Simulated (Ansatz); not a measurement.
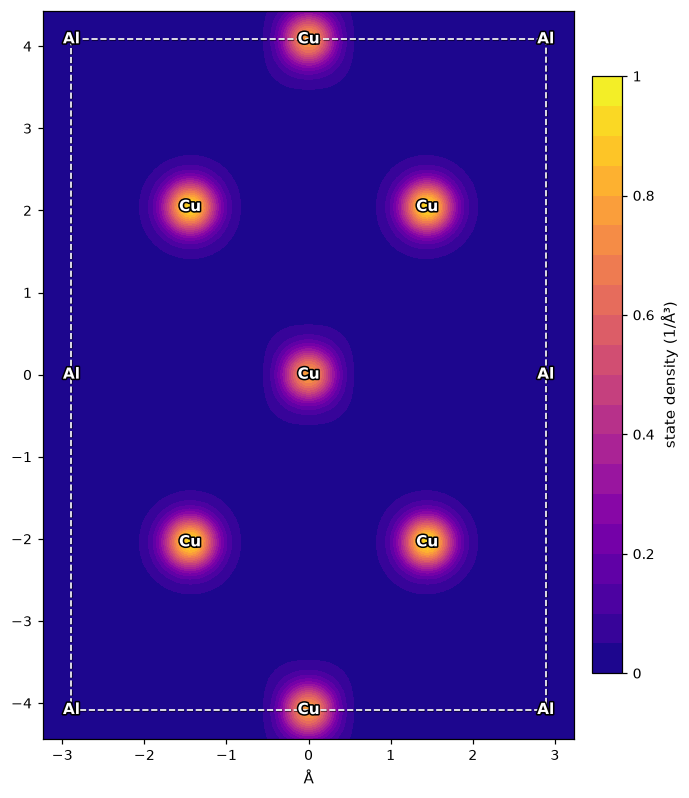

AlCu$_{3}$. Density of the Kohn–Sham states from −7.5 to −3.7 eV about the Fermi level (the middle third of the occupied valence band), scaled to one electron a cell: a map on the (101) plane of the conventional cell.

Space group Fm-3m. The cell comes from a database of computed structures, not from a measurement.

Level of theory: Ansatz, DFT r2SCAN, scalar-relativistic, plane waves, PAW.

In a PAW calculation such maps are meaningful between the atoms, not at the nuclei.

Q: Which atoms and orbitals make up these states?

A: Löwdin projections on the PAW files' atomic orbitals give Cu 3d (85 %) and Al 3p (10 %). In space (atomic cells sized by Bader volumes) the density divides as Cu about 95 % and Al little. Little of the density lies between the atoms' surroundings.
